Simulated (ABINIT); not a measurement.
## Ge: optical-spectrum calculation (part 2 of 2)

The same run, continued: Ge (Fd-3m, 2 atoms in the cell); Kohn-Sham DFT of a periodic cell, PBEsol, PseudoDojo NC SR PBEsol v0.4.1 standard, no spin polarisation (ABINIT 10.8.3); cutoff 952.4 eV, 6×6×6 k-mesh, fermi-dirac of 0.05 eV. The structure derives from an entry of the Crystallography Open Database.

Geometry of the input (Å; fractional positions):
```
0.0000  2.8289  2.8289
2.8289  0.0000  2.8289
2.8289  2.8289  0.0000
Ge 0.7500  0.7500  0.7500
Ge 0.5000  0.5000  0.5000
```

What the program printed, continued:
```
--- !ResultsGS
iteration_state: {dtset: 1, }
comment   : Summary of ground state results
lattice_vectors:
- [  0.0000000,   5.3458651,   5.3458651, ]
- [  5.3458651,   0.0000000,   5.3458651, ]
- [  5.3458651,   5.3458651,   0.0000000, ]
lattice_lengths: [   7.56019,    7.56019,    7.56019, ]
lattice_angles: [ 60.000,  60.000,  60.000, ] # degrees, (23, 13, 12)
lattice_volume:   3.0555120E+02
convergence: {deltae: -7.390E-13, res2:  2.387E-14, residm:  1.514E-10, diffor: null, }
etotal    :  -1.78402460E+02
entropy   :   0.00000000E+00
fermie    :   1.44747184E-01
cartesian_stress_tensor: # hartree/bohr^3
- [  4.26223363E-05,   0.00000000E+00,   0.00000000E+00, ]
- [  0.00000000E+00,   4.26223363E-05,   0.00000000E+00, ]
- [  0.00000000E+00,   0.00000000E+00,   4.26223363E-05, ]
pressure_GPa:  -1.2540E+00
xred      :
- [  7.5000E-01,   7.5000E-01,   7.5000E-01, Ge]
- [  5.0000E-01,   5.0000E-01,   5.0000E-01, Ge]
cartesian_forces: # hartree/bohr
- [  1.38514051E-28,   1.00737492E-28,  -3.14804662E-28, ]
- [ -1.38514051E-28,  -1.00737492E-28,   3.14804662E-28, ]
force_length_stats: {min:   3.58379910E-28, max:   3.58379910E-28, mean:   3.58379910E-28, }
...

 Integrated electronic density in atomic spheres:
 ------------------------------------------------
 Atom  Sphere_radius  Integrated_density
    1        2.00000         11.55752235
    2        2.00000         11.56117852
================================================================================

 ----iterations are completed or convergence reached----

 Mean square residual over all n,k,spin=   58.899E-14; max=  15.137E-11
 reduced coordinates (array xred) for    2 atoms
       0.750000000000      0.750000000000      0.750000000000
       0.500000000000      0.500000000000      0.500000000000
 rms dE/dt=  1.4728E-27; max dE/dt=  2.1541E-27; dE/dt below (all hartree)
    1       0.000000000000      0.000000000000     -0.000000000000
    2      -0.000000000000     -0.000000000000      0.000000000000

 cartesian coordinates (angstrom) at end:
    1      4.24336499721219     4.24336499721219     4.24336499721219
    2      2.82890999814146     2.82890999814146     2.82890999814146

 cartesian forces (hartree/bohr) at end:
    1      0.00000000000000     0.00000000000000    -0.00000000000000
    2     -0.00000000000000    -0.00000000000000     0.00000000000000
 frms,max,avg= 2.0691074E-28 3.1480466E-28   0.000E+00  0.000E+00  0.000E+00 h/b

 cartesian forces (eV/Angstrom) at end:
    1      0.00000000000000     0.00000000000000    -0.00000000000000
    2     -0.00000000000000    -0.00000000000000     0.00000000000000
 frms,max,avg= 1.0639778E-26 1.6187907E-26   0.000E+00  0.000E+00  0.000E+00 e/A
 length scales=  7.560194971200  7.560194971200  7.560194971200 bohr
              =  4.000682886028  4.000682886028  4.000682886028 angstroms
 Fermi (or HOMO) energy (hartree) =   0.14475   Average Vxc (hartree)=  -0.37654
 Eigenvalues (hartree) for nkpt=  28  k points:
 kpt#   1, nband= 18, wtk=  0.02778, kpt= -0.0833 -0.1667  0.0000 (reduced coord)
  -0.76997   -0.76978   -0.76949   -0.76775   -0.76730   -0.76164   -0.76060   -0.76027
  -0.75981   -0.75933   -0.31486    0.03963    0.11184    0.11438    0.20988    0.22786
   0.28042    0.29135
      occupation numbers for kpt#   1
   2.00000    2.00000    2.00000    2.00000    2.00000    2.00000    2.00000    2.00000
   2.00000    2.00000    2.00000    2.00000    2.00000    2.00000    0.00000    0.00000
   0.00000    0.00000
 prteigrs : prtvol=0 or 1, do not print more k-points.

--- !EnergyTerms
iteration_state     : {dtset: 1, }
comment             : Components of total free energy in Hartree
kinetic             :  1.33968114650099E+02
hartree             :  5.52963011877008E+01
xc                  : -4.31912978298158E+01
Ewald energy        : -9.87503790980594E+01
psp_core            :  5.65725408313867E+00
local_psp           : -1.37065480274722E+02
non_local_psp       : -9.43169591038026E+01
internal            : -1.78402446385461E+02
'-kT*entropy'       : -1.31599314318636E-05
total_energy        : -1.78402459545393E+02
total_energy_eV     : -4.85457823392268E+03
band_energy         : -1.58043182093769E+01
...

 Cartesian components of stress tensor (hartree/bohr^3)
  sigma(1 1)=  4.26223363E-05  sigma(3 2)=  0.00000000E+00
  sigma(2 2)=  4.26223363E-05  sigma(3 1)=  0.00000000E+00
  sigma(3 3)=  4.26223363E-05  sigma(2 1)=  0.00000000E+00

-Cartesian components of stress tensor (GPa)         [Pressure= -1.2540E+00 GPa]
- sigma(1 1)=  1.25399243E+00  sigma(3 2)=  0.00000000E+00
- sigma(2 2)=  1.25399243E+00  sigma(3 1)=  0.00000000E+00
- sigma(3 3)=  1.25399243E+00  sigma(2 1)=  0.00000000E+00

================================================================================
== DATASET  2 ==================================================================

--- !DatasetInfo
iteration_state: {dtset: 2, }
dimensions: {natom: 2, nkpt: 28, mband: 30, nsppol: 1, nspinor: 1, nspden: 1, mpw: 3038, }
cutoff_energies: {ecut:  35.0, pawecutdg:  -1.0, }
electrons: {nelect:   2.80000000E+01, charge:   0.00000000E+00, occopt:   3.00000000E+00, tsmear:   1.83746611E-03, }
meta: {optdriver: 0, ionmov: 0, optcell: 0, iscf: -3, paral_kgb: 0, }
...

 mkfilename : getden/=0, take file _DEN from output of DATASET   1.

 Real(R)+Recip(G) space primitive vectors, cartesian coordinates (Bohr,Bohr^-1):
 R(1)=  0.0000000  5.3458651  5.3458651  G(1)= -0.0935302  0.0935302  0.0935302
 R(2)=  5.3458651  0.0000000  5.3458651  G(2)=  0.0935302 -0.0935302  0.0935302
 R(3)=  5.3458651  5.3458651  0.0000000  G(3)=  0.0935302  0.0935302 -0.0935302
 Unit cell volume ucvol=  3.0555120E+02 bohr^3
 Angles (23,13,12)=  6.00000000E+01  6.00000000E+01  6.00000000E+01 degrees

 getcut: wavevector=  0.0000  0.0000  0.0000  ngfft=  45  45  45
         ecut(hartree)=     35.000   => boxcut(ratio)=   2.18535
--------------------------------------------------------------------------------

================================================================================

--- !BeginCycle
iteration_state: {dtset: 2, }
solver: {iscf: -3, nstep: 120, nline: 4, wfoptalg: 0, }
tolerances: {tolwfr: 1.00E-12, }
...

     iter   Etot(hartree)      deltaE(h)  residm     vres2
 Non-SCF case, kpt    1 ( -0.08333 -0.16667  0.00000), residuals and eigenvalues=
  9.92E-13  6.10E-13  1.77E-13  1.50E-13  3.18E-13  2.38E-13  3.07E-13  2.12E-13
  9.87E-13  4.18E-13  6.58E-13  2.28E-13  7.08E-13  9.35E-13  2.19E-13  3.71E-13
  5.38E-13  8.48E-13  6.29E-13  3.98E-13  3.93E-13  6.87E-13  4.50E-13  9.74E-13
  5.73E-13  9.38E-13  5.94E-13  3.70E-10  2.92E-08  1.92E-07
 -7.6997E-01 -7.6978E-01 -7.6949E-01 -7.6775E-01 -7.6730E-01 -7.6164E-01
 -7.6060E-01 -7.6027E-01 -7.5981E-01 -7.5933E-01 -3.1486E-01  3.9629E-02
  1.1184E-01  1.1438E-01  2.0988E-01  2.2786E-01  2.8042E-01  2.9135E-01
  4.1612E-01  4.2746E-01  4.8251E-01  5.3104E-01  5.8413E-01  6.1902E-01
  7.3484E-01  9.0010E-01  9.0300E-01  9.8620E-01  1.0158E+00  1.0385E+00
 prteigrs : prtvol=0 or 1, do not print more k-points.

--- !ResultsGS
iteration_state: {dtset: 2, }
comment   : Summary of ground state results
lattice_vectors:
- [  0.0000000,   5.3458651,   5.3458651, ]
- [  5.3458651,   0.0000000,   5.3458651, ]
- [  5.3458651,   5.3458651,   0.0000000, ]
lattice_lengths: [   7.56019,    7.56019,    7.56019, ]
lattice_angles: [ 60.000,  60.000,  60.000, ] # degrees, (23, 13, 12)
lattice_volume:   3.0555120E+02
convergence: {deltae:  0.000E+00, res2:  0.000E+00, residm:  9.973E-13, diffor:  0.000E+00, }
etotal    :  -1.78402460E+02
entropy   :   0.00000000E+00
fermie    :   1.44747184E-01
cartesian_stress_tensor: null
pressure_GPa: null
xred      :
- [  7.5000E-01,   7.5000E-01,   7.5000E-01, Ge]
- [  5.0000E-01,   5.0000E-01,   5.0000E-01, Ge]
cartesian_forces: null
force_length_stats: {min: null, max: null, mean: null, }
...

 Integrated electronic density in atomic spheres:
 ------------------------------------------------
 Atom  Sphere_radius  Integrated_density
    1        2.00000         11.55752235
    2        2.00000         11.56117852
================================================================================

 ----iterations are completed or convergence reached----

 Mean square residual over all n,k,spin=   47.867E-14; max=  99.734E-14
 reduced coordinates (array xred) for    2 atoms
       0.750000000000      0.750000000000      0.750000000000
       0.500000000000      0.500000000000      0.500000000000

 cartesian coordinates (angstrom) at end:
    1      4.24336499721219     4.24336499721219     4.24336499721219
    2      2.82890999814146     2.82890999814146     2.82890999814146
 length scales=  7.560194971200  7.560194971200  7.560194971200 bohr
              =  4.000682886028  4.000682886028  4.000682886028 angstroms
 Eigenvalues (hartree) for nkpt=  28  k points:
 kpt#   1, nband= 30, wtk=  0.02778, kpt= -0.0833 -0.1667  0.0000 (reduced coord)
  -0.76997   -0.76978   -0.76949   -0.76775   -0.76730   -0.76164   -0.76060   -0.76027
  -0.75981   -0.75933   -0.31486    0.03963    0.11184    0.11438    0.20988    0.22786
   0.28042    0.29135    0.41612    0.42746    0.48251    0.53104    0.58413    0.61902
   0.73484    0.90010    0.90300    0.98620    1.01580    1.03852
      occupation numbers for kpt#   1
   2.00000    2.00000    2.00000    2.00000    2.00000    2.00000    2.00000    2.00000
   2.00000    2.00000    2.00000    2.00000    2.00000    2.00000    0.00000    0.00000
   0.00000    0.00000    0.00000    0.00000    0.00000    0.00000    0.00000    0.00000
   0.00000    0.00000    0.00000    0.00000    0.00000    0.00000
 prteigrs : prtvol=0 or 1, do not print more k-points.

--- !EnergyTerms
iteration_state     : {dtset: 2, }
comment             : Components of total free energy in Hartree
kinetic             :  1.33968114313212E+02
hartree             :  5.52963011877009E+01
xc                  : -4.31912978298158E+01
Ewald energy        : -9.87503790980594E+01
psp_core            :  5.65725408313867E+00
local_psp           : -1.37065480274722E+02
non_local_psp       : -9.43169588020893E+01
internal            : -1.78402446420636E+02
'-kT*entropy'       : -1.31599314001477E-05
total_energy        : -1.78402459580567E+02
...

--- !EnergyTermsDC
iteration_state     : {dtset: 2, }
comment             : '"Double-counting" decomposition of free energy'
band_energy         : -1.58043182290192E+01
Ewald energy        : -9.87503790980594E+01
psp_core            :  5.65725408313867E+00
xc_dc               : -6.95050031415273E+01
internal            : -1.78402446385467E+02
'-kT*entropy'       : -1.31599314001477E-05
total_energy_dc     : -1.78402459545399E+02
...

================================================================================
== DATASET  3 ==================================================================

--- !DatasetInfo
iteration_state: {dtset: 3, }
dimensions: {natom: 2, nkpt: 28, mband: 26, nsppol: 1, nspinor: 1, nspden: 1, mpw: 3038, }
cutoff_energies: {ecut:  35.0, pawecutdg:  -1.0, }
electrons: {nelect:   2.80000000E+01, charge:   0.00000000E+00, occopt:   3.00000000E+00, tsmear:   1.83746611E-03, }
meta: {optdriver: 8, wfk_task: 7, }
...

 mkfilename : getwfk/=0, take file _WFK from output of DATASET   2.

--------------------------------------------------------------------------------

 Computation of velocity matrix elements (DDK)

 Parameters extracted from the Abinit header:
    ecut:     35.0
    nkpt:    864
    mband:   30
    nsppol:  1
    nspinor: 1
    useylm:  0
    inclvkb: 2
    bmin: 1, bmax: 30
    Computing diagonal and off-diagonal matrix elements
    Between band index bmin: 1, bmax: 30

== END DATASET(S) ==============================================================
================================================================================

 -outvars: echo values of variables after computation  --------
            acell      7.5601949712E+00  7.5601949712E+00  7.5601949712E+00 Bohr
           etotal1    -1.7840245955E+02
           etotal2    -1.7840245955E+02
           etotal3     0.0000000000E+00
            fcart1     1.3851405117E-28  1.0073749176E-28 -3.1480466176E-28
                      -1.3851405117E-28 -1.0073749176E-28  3.1480466176E-28
            fcart3     0.0000000000E+00  0.0000000000E+00  0.0000000000E+00
                       0.0000000000E+00  0.0000000000E+00  0.0000000000E+00
            rprim      0.0000000000E+00  7.0710678120E-01  7.0710678120E-01
                       7.0710678120E-01  0.0000000000E+00  7.0710678120E-01
                       7.0710678120E-01  7.0710678120E-01  0.0000000000E+00
           strten1     4.2622336317E-05  4.2622336317E-05  4.2622336317E-05
                       0.0000000000E+00  0.0000000000E+00  0.0000000000E+00
           strten3     0.0000000000E+00  0.0000000000E+00  0.0000000000E+00
                       0.0000000000E+00  0.0000000000E+00  0.0000000000E+00
           xangst      4.2433649972E+00  4.2433649972E+00  4.2433649972E+00
                       2.8289099981E+00  2.8289099981E+00  2.8289099981E+00
             xred      7.5000000000E-01  7.5000000000E-01  7.5000000000E-01
                       5.0000000000E-01  5.0000000000E-01  5.0000000000E-01
 Calculation completed.
```

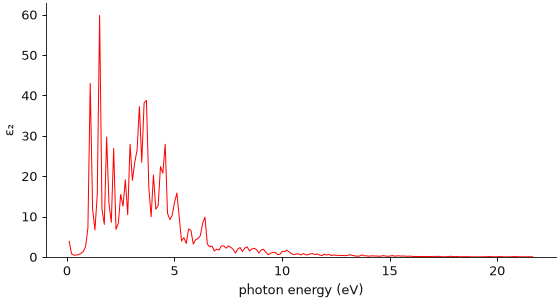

Imaginary part of the dielectric function (first component that the program prints). The highest peak, 59.8, lies at 1.52 eV.

Results in brief:

- outcome: converged
- space group (tolerance 0.01 Å): Fd-3m (227)
- electrons treated: 28
- free energy: −4854.5782 eV
- Fermi energy: 3.939 eV
- gap on the k-point mesh: 0.35 eV
- pressure: −1.25 GPa
- largest force (length of the vector): under 0.001 eV/Å
- wall time: 3.2 min
- peak memory: 1.4 GiB

The record of the run, not the program, notes: FFT mesh is not compatible with symmetries. Wavefunction symmetrization might be affected by large errors!. Points of doubt noted for this run: no intraband term.
